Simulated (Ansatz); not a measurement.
The structure in question:

```
Al Ga N
1.0
     4.53920    0.00000    0.00000
     0.00000    4.53920    0.00000
     0.00000    0.00000    4.53920
Al Ga N
3 1 4
Direct
  0.50000 0.50000 0.00000
  0.50000 0.00000 0.50000
  0.00000 0.50000 0.50000
  0.00000 0.00000 0.00000
  0.74471 0.74471 0.25529
  0.74471 0.25529 0.74471
  0.25529 0.74471 0.74471
  0.25529 0.25529 0.25529
```

What crystal do these data define?

Chemical formula Al$_{3}$GaN$_{4}$. Its lattice is primitive cubic, its space group P-43m (No. 215). One cell contains 3 Al, 1 Ga, 4 N, 8 atoms in all. Al is linked to four N in a tetrahedral arrangement at 1.95 Å. The Ga atoms are each bonded to four N in a tetrahedral arrangement at 2.01 Å. Each N atom is coordinated by three Al and one Ga in a tetrahedral arrangement (1.95 Å to Al, 2.01 Å to Ga). The bonds build a three-dimensional framework.

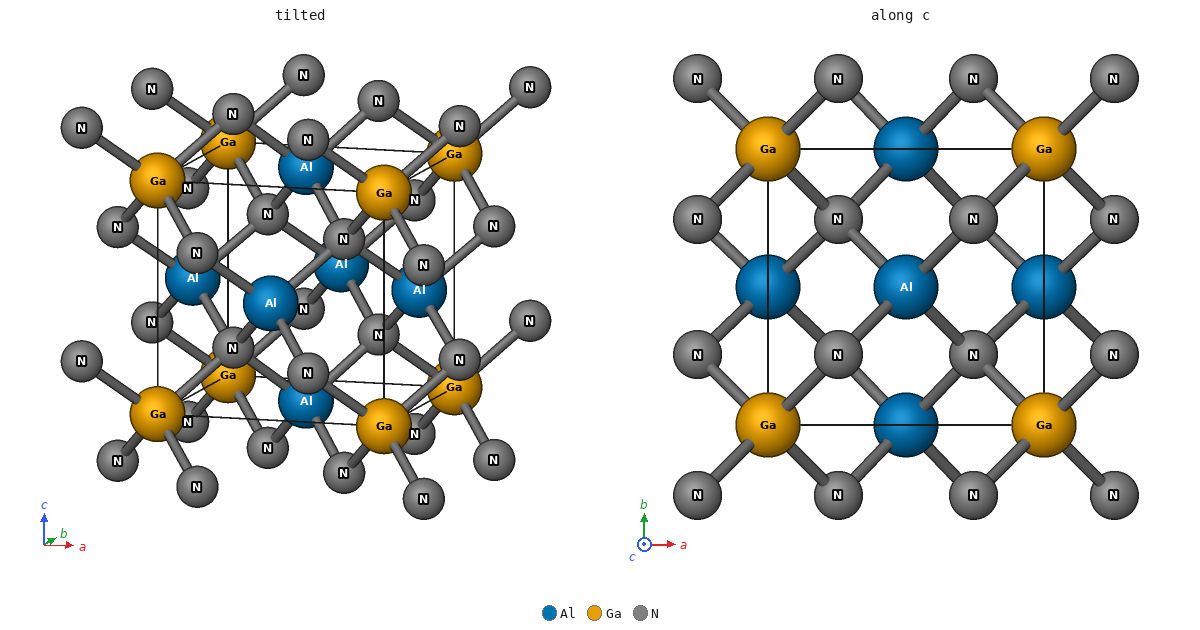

Figure: ball-and-stick view slightly off an axis and along the c axis. The box is the conventional unit cell; atoms on or close to its faces, edges and corners are drawn wherever they repeat. Some neighbours outside the box are added. Colours: aluminium blue, gallium orange, nitrogen grey.

The initial geometry was a structure listed in the Materials Project. The cell was then strained or its atoms displaced on purpose. The atoms were relaxed in a fixed cell with DFT PBEsol, scalar-relativistic, plane waves, PAW in Ansatz.

At this level of theory the cell isn't at rest (stretched, at -15 GPa), so its distances can differ from those at equilibrium, the more so the softer the solid.
